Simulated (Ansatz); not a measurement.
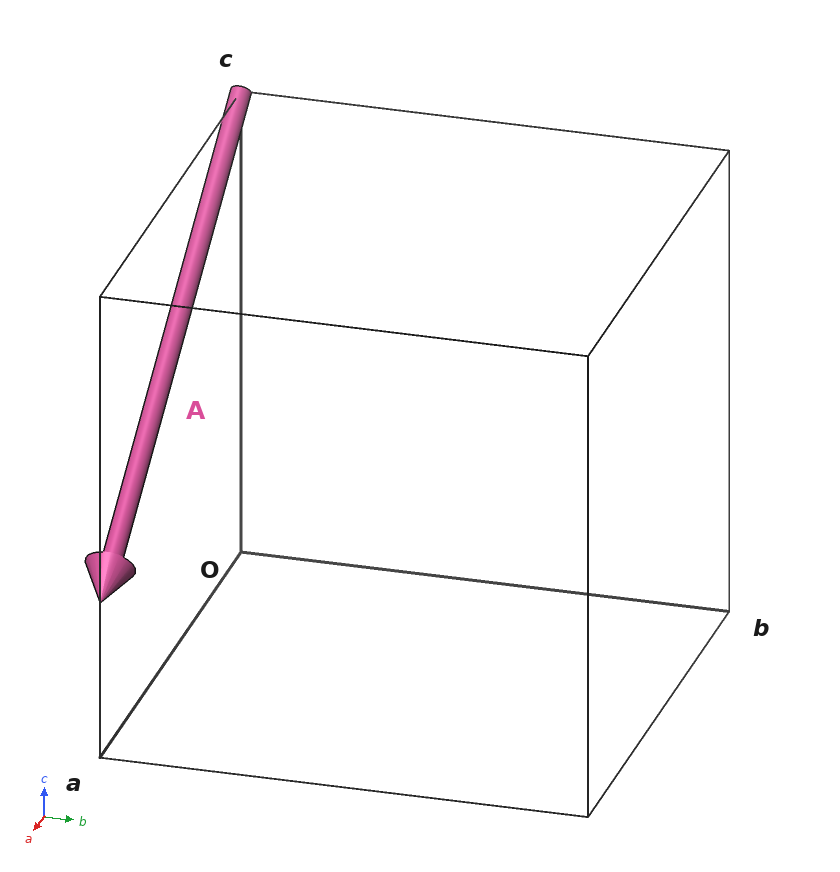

The arrow starts at a corner of the unit cell and ends on its surface; where a tip isn't a corner, dashed lines run from it parallel to the axes. Crystal: KMgF3, the end point of a relaxation at a target pressure of 15 GPa with DFT PBE, scalar-relativistic, plane waves, PAW in Ansatz. The drawing is computed from the coordinates (standard cell, symmetry found to 0.002 Å).

a = 3.844 Å, b = 3.844 Å, c = 3.844 Å, α = 90.00°, β = 90.00°, γ = 90.00°.

Question: Index the direction.

Answer: Arrow A runs from (0, 0, 1) to (1, 0, 1/3), so [3 0 −2].

Question: How long is the vector ua + vb + wc?

Answer: 13.861 Å.
